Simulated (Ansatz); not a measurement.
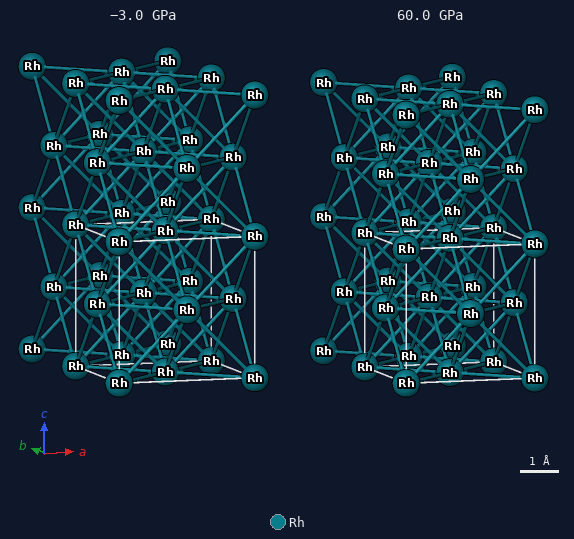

Solid Rh (set up in Fm-3m), relaxed (cell and atoms) at several target pressures. The picture shows the first and the last member. Style: ball-and-stick. Shown: the conventional cell (4 times the calculation's cell), repeated 1 × 2 × 2 with one cell outlined, slightly off an axis. Lengths and directions refer to the drawn axes.

Computed with Ansatz 0.2.0: DFT r2SCAN, scalar-relativistic, plane waves, PAW. (plane-wave cutoff 500 eV; k-point mesh 18 × 18 × 18 at −3.0 to 30.0, 20 × 20 × 20 at 60.0 GPa; occupations gaussian; smearing width 0.1 eV; no spin polarisation; cell and atoms relaxed; force threshold 0.008 eV/Å)

```tsv
pressure (GPa)	volume (Å³/atom)	a (Å)
−3.0	13.868	3.814
0.0	13.717	3.800
3.0	13.575	3.787
8.0	13.358	3.767
15.0	13.086	3.741
30.0	?	?
60.0	11.848	3.619
```

Question: Estimate the missing row from the others, and compare with the calculation.

Answer: Murnaghan's form V = V₀(1 + B′P/B₀)^(−1/B′), with V₀ = 13.717 Å³ from the row at zero pressure, fits the other rows with B₀ = 284 GPa and B′ = 4.75 (largest miss 0.002 Å³). At 30.0 GPa it gives 13.717 × (1 + 4.75 × 30.0/284)^(−1/4.75) = 12.592 Å³ per atom. The calculation gives 12.594 Å³/atom (a = 3.693 Å). The estimate is 0.002 Å³/atom too low. From the first member to the last: Rh–Rh 2.697 → 2.559 Å.

The whole series:

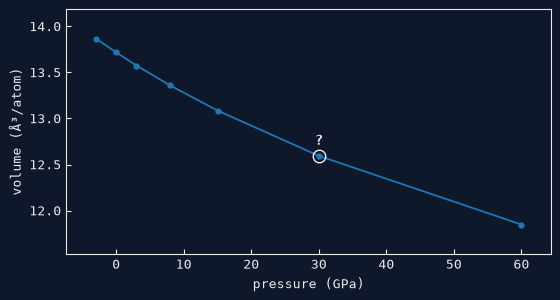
